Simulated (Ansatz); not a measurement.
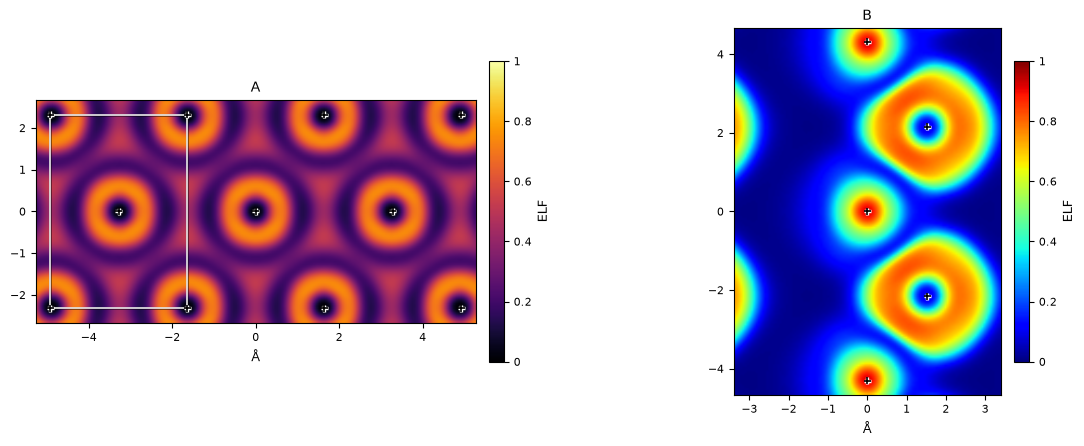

The electron localisation function of 2 systems, each on a plane through atoms (crosses mark nuclei in the plane).

These are results of Kohn-Sham DFT of a periodic cell, r2SCAN with rVV10, Ansatz PAW in Ansatz 0.2.0, not measurements.

System 1: Ta, the (101) plane of the conventional cell. Space group Im-3m.

```xyz
2
Lattice="3.2804 0.0000 0.0000 0.0000 3.2804 0.0000 0.0000 0.0000 3.2804" Properties=species:S:1:pos:R:3 pbc="T T T"
Ta    0.0000    0.0000    0.0000
Ta    1.6402    1.6402    1.6402
```

System 2: CdSe, the (110) plane of the conventional cell. Space group F-43m; a structure from a database of computed crystals, not necessarily the ambient phase.

```
Cd Se
1.0
     6.09933    0.00000    0.00000
     0.00000    0.00000   -6.09933
     0.00000    6.09933    0.00000
Cd Se
4 4
Direct
  0.50000 0.50000 0.00000
  0.00000 0.50000 0.50000
  0.00000 0.00000 0.00000
  0.50000 0.00000 0.50000
  0.25000 0.75000 0.25000
  0.75000 0.75000 0.75000
  0.75000 0.25000 0.25000
  0.25000 0.25000 0.75000
```

Q: Which map belongs to which system?

A: Panel A is system 1, Ta: the plane holds Ta. Ta–Ta (2.84 Å): the ELF is about 0.30 at the midpoint (no localised pair shows between them). Panel B is system 2, CdSe: the plane holds Cd and Se. Cd–Se (2.64 Å): the ELF is about 0.40 at the midpoint.
